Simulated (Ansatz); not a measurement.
**What a change does: single-point calculation on WSe**

System: WSe (Fm-3m, 2 atoms in the cell).
Method of the first run: DFT PBE, scalar-relativistic, plane waves, PAW, spin-polarised (Ansatz 0.2.0).

The structure was made by swapping elements on the sites of another compound; it need not be a known phase. Text and figures count atoms from 1; the logs count them from 0 in places.

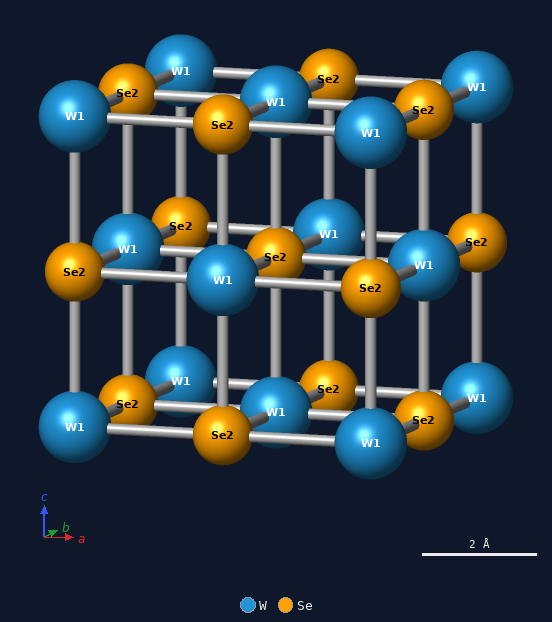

Fig. 1: The input geometry (ball-and-stick view of the cell 4 times as large as that of the calculation, set on its symmetry axes, seen slightly off an axis; atoms are numbered from 1 in the order of the input).

Input file, the first run:
```yaml
crystal:
  lattice:
    - [0.0, 2.7761939885, 2.7761939885]
    - [2.7761939885, 0.0, 2.7761939885]
    - [2.7761939885, 2.7761939885, 0.0]
  atoms:
    - { symbol: W, position: [0.0, 0.0, 0.0] }
    - { symbol: Se, position: [0.5, 0.5, 0.5] }
basis:
  ecutwfc: 420
kpoints:
  mp_grid: { grid: [6, 6, 6] }
hamiltonian:
  xc: pbe
scf:
  occupations: { method: gaussian, width: 0.1 }
  lower_state_search: "off"
output:
  forces: true
  stress: true
  eigenvalues: true
  populations: true
magnetization:
  spin_polarized: true
```

Launched with:
```bash
ansatz run input.yaml --threads 1 --pin off --max-ram 2560MiB --backend cpu --events-out ev --progress --plain --runs-dir out
```

Hardware: 1 thread of Intel Xeon @ 2.50GHz (Skylake/Cascade Lake), 192 GiB of memory available, shared host.

Output, shortened to warnings, some set-up lines, iterations and results (the first run):
```
Basis set: ecut = 420 eV, 869 PW (Γ), exchange–correlation on 54×54×54 points (8 copies of the dense FFT grid, shifted against one another)
Symmetry: 48 space group operations
k-points: 16 of 216
Initial density: superposition of atomic densities (chi_scale 0.1, normalization cell, long waves kept (reshape's long-wave potential 0.00 eV rms))
[...]
SCF iter   1: F=—  HF=-15849.235114 eV  |F-HF|=—  |Δ(HF+E_count)|=         —  Δρ=7.97e-2 (↑7.97e-2 ↓6.85e-2)  dr2=2.71e-1  dr2_m=2.10e0  M=3.652 μB ∫|m|=3.658 μB  …
SCF iter   2: F=—  HF=-15851.218912 eV  |F-HF|=—  |Δ(HF+E_count)|=         —  Δρ=1.85e-2 (↑1.85e-2 ↓1.77e-2)  dr2=2.86e-1  dr2_m=4.81e-2  M=2.958 μB ∫|m|=2.987 μB  β_m=0.30  …
SCF iter   3: F=—  HF=-15851.215034 eV  |F-HF|=—  |Δ(HF+E_count)|=   3.88e-3  Δρ=1.35e-2 (↑1.34e-2 ↓1.35e-2)  dr2=1.26e-1  dr2_m=2.96e-2  M=2.904 μB ∫|m|=2.945 μB  β_m=0.64  …
SCF iter   4: F=—  HF=-15851.229324 eV  |F-HF|=—  |Δ(HF+E_count)|=   1.43e-2  Δρ=2.84e-3 (↑2.76e-3 ↓2.84e-3)  dr2=2.62e-3  dr2_m=2.09e-3  M=2.763 μB ∫|m|=2.834 μB  β_m=0.71  …
SCF iter   5: F=—  HF=-15851.230875 eV  |F-HF|=—  |Δ(HF+E_count)|=   1.55e-3  Δρ=1.16e-3 (↑1.16e-3 ↓7.10e-4)  dr2=3.71e-4  dr2_m=2.81e-4  M=2.733 μB ∫|m|=2.806 μB  β_m=0.78  …
SCF iter   6: F=—  HF=-15851.231186 eV  |F-HF|=—  |Δ(HF+E_count)|=   3.11e-4  Δρ=3.39e-4 (↑3.39e-4 ↓2.90e-4)  dr2=2.28e-5  dr2_m=3.19e-5  M=2.715 μB ∫|m|=2.788 μB  β_m=0.89  …
SCF iter   7: F=—  HF=-15851.231273 eV  |F-HF|=—  |Δ(HF+E_count)|=   8.72e-5  Δρ=1.17e-4 (↑1.17e-4 ↓8.84e-5)  dr2=1.90e-6  dr2_m=3.11e-6  M=2.705 μB ∫|m|=2.777 μB  β_m=0.94  …
SCF iter   8: F=—  HF=-15851.231283 eV  |F-HF|=—  |Δ(HF+E_count)|=   9.29e-6  Δρ=2.14e-5 (↑2.14e-5 ↓1.84e-5)  dr2=3.00e-7  dr2_m=9.05e-8  M=2.701 μB ∫|m|=2.772 μB  β_m=0.97  …
SCF iter   9: F=-15851.231283 eV  HF=-15851.231283 eV  |F-HF|=2.67e-8  |Δ(HF+E_count)|=   2.97e-7  Δρ=5.27e-6 (↑5.27e-6 ↓5.08e-6)  dr2=5.45e-8  dr2_m=1.23e-9  M=2.700 μB …
SCF 1 converged in 9 iterations: F = -15851.231283 eV  dr2 = 5.45e-8
SCF converged after 9 iterations
Magnetization: 2.7004 μB (16.3502 up, 13.6498 down)
Absolute magnetization: 2.7665 μB (∫|ρ↑−ρ↓|, with the PAW one-centre terms)
Spin contamination: 0.0216 ħ² per cell (⟨S²⟩ above its minimum at these occupations)
Per-site moments (μB) at R_I (Å): [(1.991726366194282, 1.14518002025625), (-0.002698123672701884, 1.14518002025625)]
Free energy (F): -15851.231283 eV
Harris-Foulkes:  -15851.231283 eV  (|F-HF|=2.67e-8)
Internal energy: -15851.218238 eV  (E = F + TS)
E sigma→0 (E₀):  -15851.224760 eV
Entropy (-TS):   -0.013045 eV (-6.523 meV/atom)
Fermi energy:    13.979111 eV
--- Per-component energies (eV) ---
  E_band       = -515.093956
  E_kinetic    = 565.392688
  E_local      = -3076.914823  (includes V_loc(G=0)·N_el)
  E_nonlocal   = -589.571233
  E_hartree    = 1414.599187
  E_xc         = -367.877729
  E_vxc        = -332.886006  (∫ρ·V_xc dr)
  E_paw        = -10476.551104  (= ΣΔE_a)
  E_vpaw       = 89.680232  (= ΣTr[D̂ρ^β])
  E_aug_tail   = -0.000657  (compensation charges beyond the density's cutoff)
  E_ewald      = -3320.294568
  E_smearing   = -0.013045  (= −TS)
  E_closure    = 0.000000  (closes the sum)
  Σ components = -15851.231283   (vs F -15851.231283, Δ=0.00e0)
--- Forces (eV/Å), atoms counted from 1 ---
  atom   1  W     -0.00000000     0.00000000     0.00000000
  atom   2  Se    -0.00000000     0.00000000     0.00000000
  max |Σ_I F_I| component: 2.93e-30 eV/Å
--- Stress (GPa, compression-positive) ---
      -10.206097       0.000000      -0.000000
        0.000000     -10.206097       0.000000
       -0.000000       0.000000     -10.206097
  P = ⅓ Tr σ = -10.2061 GPa (-102.061 kbar)
--- Löwdin populations: 2 sites ---
  site symbol       q [e]    m [muB]
     0      W     13.6630     2.7396
     1     Se     16.2135    -0.0701
  spilling = 0.004116 (of n_electrons = 30.000000)
```

For the second run the input was changed thus:
```diff
-  populations: true
-magnetization:
-  spin_polarized: true
```

Predict how the results change.

With the same functional and potentials, the second run lies 66.0 meV per atom higher. The pressure goes from −10.21 to −17.36 GPa. The SCF takes 6 iterations against 9. The two runs start from different initial densities, which also moves the count.

Output, shortened to warnings, some set-up lines, iterations and results (the second run):
```
Basis set: ecut = 420 eV, 869 PW (Γ), exchange–correlation on 54×54×54 points (8 copies of the dense FFT grid, shifted against one another)
Symmetry: 48 space group operations
k-points: 16 of 216
Initial density: superposition of atomic densities (neutral atoms: chi_scale 0, normalization atom), corrected by the library's trained network
[...]
SCF iter   1: F=—  HF=-15851.098585 eV  |F-HF|=—  |Δ(HF+E_count)|=         —  Δρ=4.95e-3  dr2=4.23e-3  ethr=1.77e-3  ⟨swp⟩=5.4  Hψ=3142  notcnv=0  defer=3
SCF iter   2: F=—  HF=-15851.098960 eV  |F-HF|=—  |Δ(HF+E_count)|=   3.75e-4  Δρ=2.85e-3  dr2=1.36e-3  ethr=1.41e-5  ⟨swp⟩=1.1  Hψ=500  notcnv=0  defer=5
SCF iter   3: F=—  HF=-15851.099290 eV  |F-HF|=—  |Δ(HF+E_count)|=   3.30e-4  Δρ=2.81e-4  dr2=2.23e-5  ethr=4.54e-6  ⟨swp⟩=2.1  Hψ=433  notcnv=0  defer=5
SCF iter   4: F=—  HF=-15851.099303 eV  |F-HF|=—  |Δ(HF+E_count)|=   1.27e-5  Δρ=9.89e-5  dr2=5.54e-6  ethr=7.43e-8  ⟨swp⟩=2.0  Hψ=569  notcnv=0  defer=5
SCF iter   5: F=—  HF=-15851.099300 eV  |F-HF|=—  |Δ(HF+E_count)|=   3.07e-6  Δρ=5.13e-5  dr2=1.16e-6  ethr=1.85e-8  ⟨swp⟩=2.0  Hψ=556  notcnv=0  defer=5
SCF iter   6: F=-15851.099300 eV  HF=-15851.099300 eV  |F-HF|=6.51e-8  |Δ(HF+E_count)|=   8.21e-7  Δρ=1.61e-5  dr2=7.51e-8  ethr=3.33e-10  ⟨swp⟩=6.2  Hψ=1764  notcnv=0
SCF 1 converged in 6 iterations: F = -15851.099300 eV  dr2 = 7.51e-8
SCF converged after 6 iterations
Free energy (F): -15851.099300 eV
Harris-Foulkes:  -15851.099300 eV  (|F-HF|=6.51e-8)
Internal energy: -15851.086740 eV  (E = F + TS)
E sigma→0 (E₀):  -15851.093020 eV
Entropy (-TS):   -0.012561 eV (-6.280 meV/atom)
Fermi energy:    13.870242 eV
--- Per-component energies (eV) ---
  E_band       = -518.675421
  E_kinetic    = 561.583754
  E_local      = -3070.482575  (includes V_loc(G=0)·N_el)
  E_nonlocal   = -589.857520
  E_hartree    = 1410.537671
  E_xc         = -366.242523
  E_vxc        = -330.722683  (∫ρ·V_xc dr)
  E_paw        = -10476.330322  (= ΣΔE_a)
  E_vpaw       = 89.737427  (= ΣTr[D̂ρ^β])
  E_aug_tail   = -0.000657  (compensation charges beyond the density's cutoff)
  E_ewald      = -3320.294568
  E_smearing   = -0.012561  (= −TS)
  E_closure    = 0.000000  (closes the sum)
  Σ components = -15851.099300   (vs F -15851.099300, Δ=0.00e0)
--- Forces (eV/Å), atoms counted from 1 ---
  atom   1  W     -0.00000000     0.00000000    -0.00000000
  atom   2  Se     0.00000000    -0.00000000    -0.00000000
  max |Σ_I F_I| component: 2.07e-29 eV/Å
--- Stress (GPa, compression-positive) ---
      -17.363508      -0.000000      -0.000000
       -0.000000     -17.363508      -0.000000
        0.000000       0.000000     -17.363508
  P = ⅓ Tr σ = -17.3635 GPa (-173.635 kbar)
```

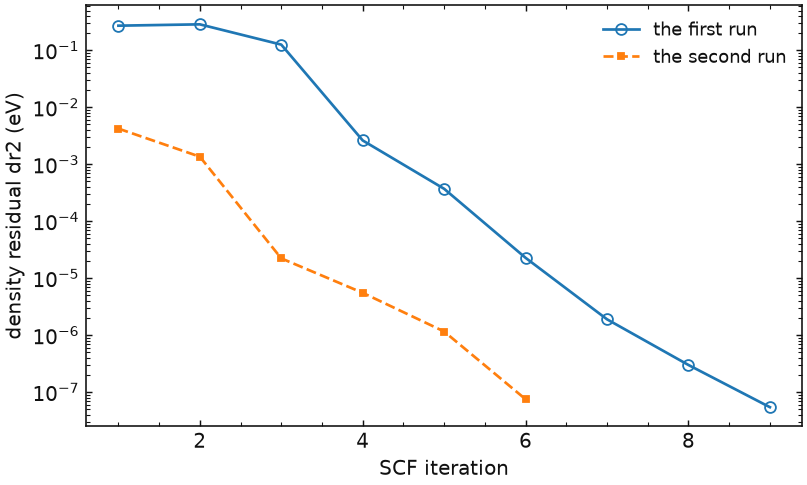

Fig. 2: Convergence of the two runs: density residual dr2 against the SCF iteration. The first run takes 9 iterations in all, and the second run takes 6.

The two runs side by side:

```csv
quantity,the first run,the second run
outcome,converged,converged
free energy per atom (eV),−7925.6156,−7925.5497
"energy per atom, smearing taken to zero (eV)",−7925.6124,−7925.5465
gap on the mesh (eV),0.00,0.00
net moment of the cell (μB),2.70,–
absolute moment of the cell (μB),2.77,–
pressure (GPa),−10.21,−17.36
largest force (eV/Å),0.000,0.000
SCF iterations,9,6
irreducible k-points,16,16
plane waves at Γ,869,869
wall time (shared host),3.5 s,2.5 s
```

For both runs: Spin–orbit coupling is left out, which matters for W. For the first run: Warnings: spin is on but no starting moments are given. The cell is under a tension of 10.2 GPa at this level, so it is not at its equilibrium volume. For the second run: The cell is under a tension of 17.4 GPa at this level, so it is not at its equilibrium volume.
